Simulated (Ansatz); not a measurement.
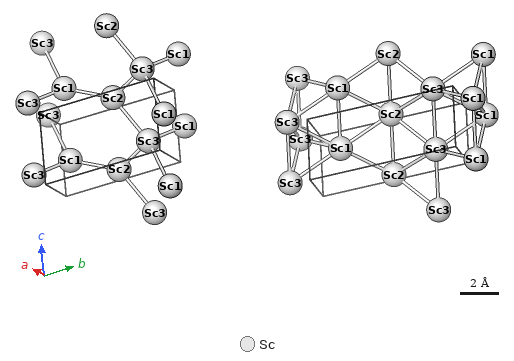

Two geometries of a crystal of Sc (built on the random type) (coarse preliminary run), drawn at one scale. One is the start of a relaxation, the other its converged end. A ball-and-stick model of the cell of the calculation, repeated 1 × 1 × 2 with one cell outlined, seen from a free direction.

Computed with DFT PBE, scalar-relativistic, plane waves, PAW (Ansatz 0.2.0). Settings: plane-wave cutoff 420 eV; k-point mesh 6 × 4 × 6; occupations gaussian; smearing width 0.1 eV; no spin polarisation; cell and atoms relaxed; force threshold 0.04 eV/Å; at most 70 steps.

Question: Which one is relaxed?

Answer: The right one is the relaxed one. Case: random cell without symmetry. Over 14 accepted moves (18 points after the start) the energy falls by 4.759 eV per cell of the calculation. Largest force component: 1.8 eV/Å at the start, 0.0047 eV/Å at the end. The pressure goes from 0.01 to 0.02 GPa. The line search rejected the trial steps at points 10, 12 of the run. The SCF was repeated twice at an unchanged geometry on a basis and grid sized afresh for the cell, which shifted the energy by 49.8 meV per cell of the calculation at most. The atom that moves furthest relative to the cell is Sc1 (1.07 Å along [3 1 3]). The volume changes by −16.7 %, with a 4.089 → 3.311 Å (−19.0 %), b 6.318 → 8.003 Å (+26.7 %), c 3.864 → 3.311 Å (−14.3 %), α 78.3° → 78.1°, β 71.3° → 60.0°, γ 101.9° → 90.0°. Near-neighbour distances that change, for instance: Sc1–Sc3 3.269 → 4.627 Å, Sc1–Sc1 4.639 → 3.310 Å, Sc1–Sc2 4.545 → 3.232 Å, Sc2–Sc3 4.241 → 3.195 Å. New bonds form: Sc1–Sc2 (4.13 → 3.23 Å), Sc1–Sc2 (4.55 → 3.23 Å), Sc1–Sc3 (4.11 → 3.23 Å), Sc2–Sc3 (4.24 → 3.20 Å). Bond angles that change, for instance: Sc1–Sc3–Sc2 87.8° → 145.4°, Sc3–Sc1–Sc3 104.5° → 61.6°, Sc2–Sc3–Sc2 94.2° → 62.4°. The space group (tolerance 0.01 Å) goes from P1 (No. 1) to R-3m (No. 166).
